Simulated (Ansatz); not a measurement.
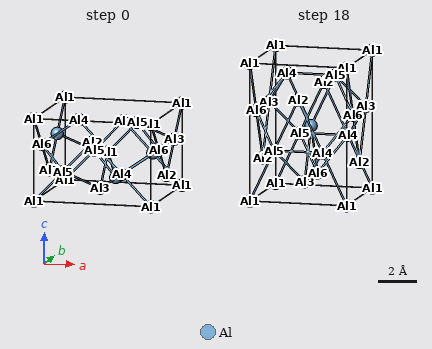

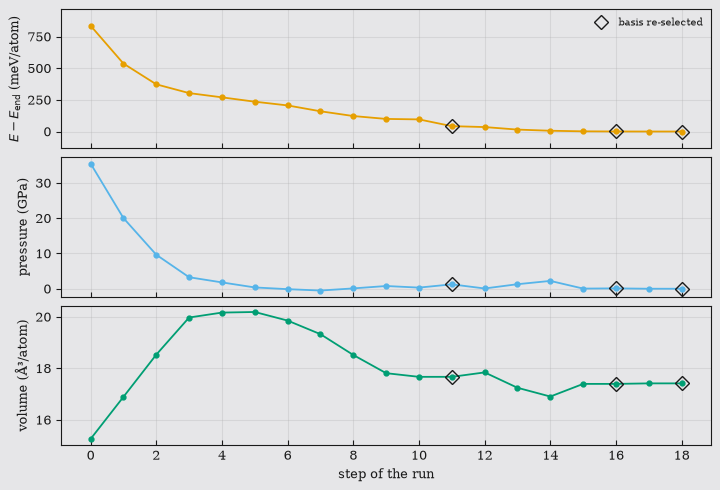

First and last geometry of a relaxation of a crystal of Al (a generated structure, set up in I4_1/amd) (coarse preliminary run), with the history of the run. Style: ball-and-stick. Shown: the conventional cell (2 times the calculation's cell), slightly off an axis. Lengths and directions refer to the drawn axes.

Level of theory: DFT PBE, scalar-relativistic, plane waves, PAW in Ansatz.

Input file:
```yaml
crystal:
  lattice:
    - [-3.20907609, 3.20907609, 2.22209422]
    - [3.20907609, -3.20907609, 2.22209422]
    - [3.20907609, 3.20907609, -2.22209422]
  atoms:
    - { symbol: Al, position: [0.0, 0.0, 0.0] }
    - { symbol: Al, position: [0.75, 0.25, 0.5] }
    - { symbol: Al, position: [0.375, 0.625, 0.75] }
    - { symbol: Al, position: [0.375, 0.125, 0.75] }
    - { symbol: Al, position: [0.375, 0.625, 0.25] }
    - { symbol: Al, position: [0.875, 0.625, 0.25] }
basis:
  ecutwfc: 420
kpoints:
  mp_grid: { grid: [6, 6, 6] }
hamiltonian:
  xc: pbe
scf:
  occupations: { method: gaussian, width: 0.1 }
  lower_state_search: "off"
output:
  forces: true
  stress: true
  eigenvalues: true
relax:
  adjacent_minimum: "off"
  f_tol: 0.04
  max_steps: 70
  cell: { stress_tol: 0.4 }
```

Launched with:
```bash
ansatz run input.yaml --threads 1 --pin off --max-ram 2560MiB --backend cpu --events-out ev --progress --plain --runs-dir out
```

> Did the run converge, and what did it change?

It converged. No atom moves by more than 0.005 Å relative to the cell. The drawn cell changes as follows: a = b 6.418 → 5.303 Å (−17.4 %), c 4.444 → 7.430 Å (+67.2 %); the volume changes by +14.2 %. Near-neighbour distances that change, for instance: Al1–Al3 2.313 → 3.086 Å, Al3–Al6 3.209 → 2.652 Å, Al3–Al4 2.527 → 2.639 Å. Bond angles that change, for instance: Al4–Al3–Al5 101.1° → 119.7°, Al4–Al3–Al5 78.9° → 60.3°. The space group stays I4_1/amd (No. 141). After 15 accepted moves (18 points after the start) the energy has fallen by 837 meV per atom. All forces vanish by symmetry, so only the cell relaxes. The pressure goes from 35.50 to 0.01 GPa. At 3 points the geometry stayed and the basis and grid were re-selected for the new cell (energy shift of 53.4 meV per atom at most each time).
